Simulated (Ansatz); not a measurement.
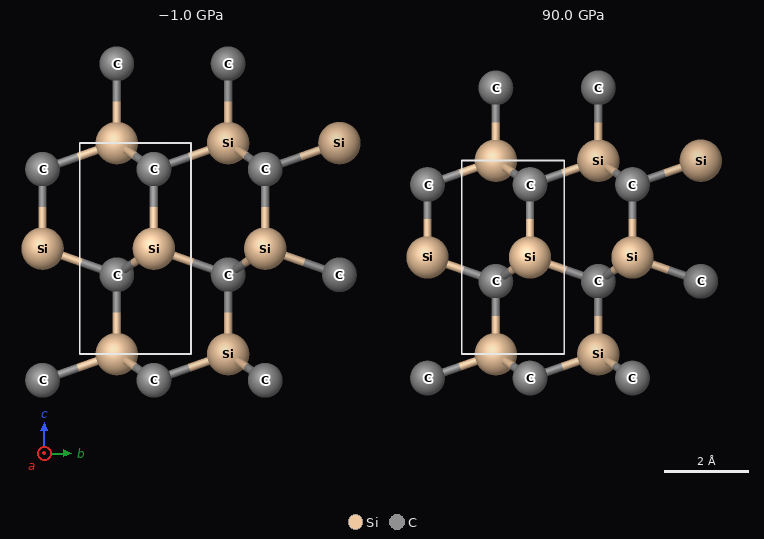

Solid SiC (set up in P6_3mc), relaxed (cell and atoms) at several target pressures. The picture shows the first and the last member. A ball-and-stick model of the cell of the calculation, repeated 1 × 2 × 1 with one cell outlined, seen along the a axis.

Computed with Ansatz 0.2.0: DFT r2SCAN, scalar-relativistic, plane waves, PAW. Settings: plane-wave cutoff 500 eV; k-point mesh 12 × 12 × 6; occupations gaussian; smearing width 0.02 eV; no spin polarisation; cell and atoms relaxed; force threshold 0.008 eV/Å.

```tsv
pressure (GPa)	volume (Å³/atom)	a (Å)	c (Å)	band gap (eV)
−1.0	10.383	3.080	5.056	2.66
0.0	10.337	3.075	5.048	2.65
1.0	10.292	3.071	5.041	2.64
4.0	10.163	3.058	5.019	2.63
12.0	?	?	?	?
25.0	9.429	2.984	4.893	2.52
50.0	8.796	2.916	4.777	2.41
90.0	8.070	2.835	4.636	2.28
```

### One row is withheld. What does the calculation give there?

Murnaghan's form V = V₀(1 + B′P/B₀)^(−1/B′), with V₀ = 10.337 Å³ from the row at zero pressure, fits the other rows with B₀ = 232 GPa and B′ = 3.40 (largest miss 0.002 Å³). At 12.0 GPa it gives 10.337 × (1 + 3.40 × 12.0/232)^(−1/3.40) = 9.856 Å³ per atom. The calculation gives 9.853 Å³/atom (a = 3.027 Å, c = 4.966 Å). The estimate is 0.003 Å³/atom too high. For the gap a parabola through the rows 0.0, 1.0, 4.0 gives 2.75 eV, and the calculation 2.58 eV (semilocal gaps, lower than measured ones as a rule). From the first member to the last: C–Si 1.900 → 1.745 Å, C–Si 1.886 → 1.735 Å.

The whole series:

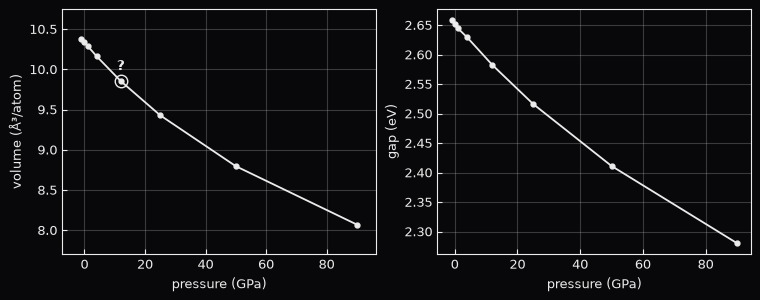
